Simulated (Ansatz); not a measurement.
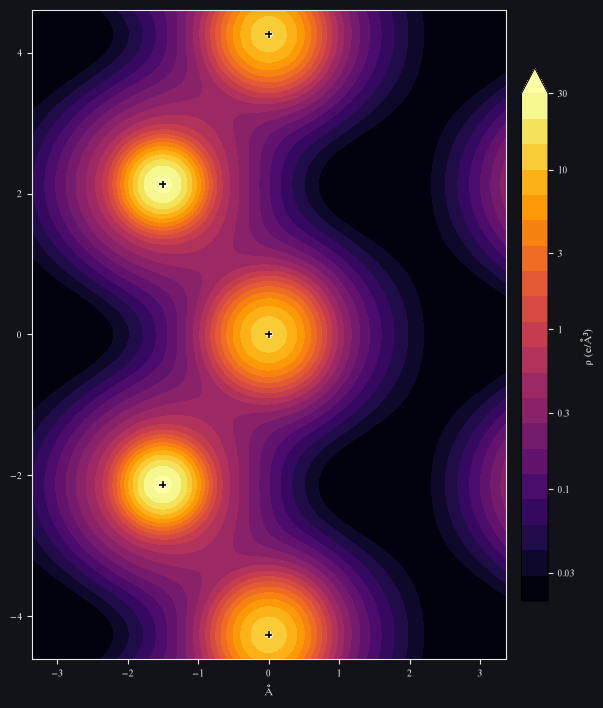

The valence electron density on a plane through atoms (crosses mark nuclei in the plane).

All numbers below come from Ansatz 0.2.0, DFT LDA, scalar-relativistic, plane waves, PAW.

Candidates:
A. InAs, a = 6.03 Å, b = 6.03 Å, c = 6.03 Å, α = 90.00°, β = 90.00°, γ = 90.00°. Space group F-43m.
B. GaAs, a = 5.60 Å, b = 5.60 Å, c = 5.60 Å, α = 90.00°, β = 90.00°, γ = 90.00°. Space group F-43m; a structure from a database of computed crystals, not necessarily the ambient phase.

Which candidate gave the map?

Answer. Candidate A: InAs on the (110) plane of the conventional cell, which holds In and As. In–As (2.61 Å): ρ at the midpoint is about 0.42 e/Å³.
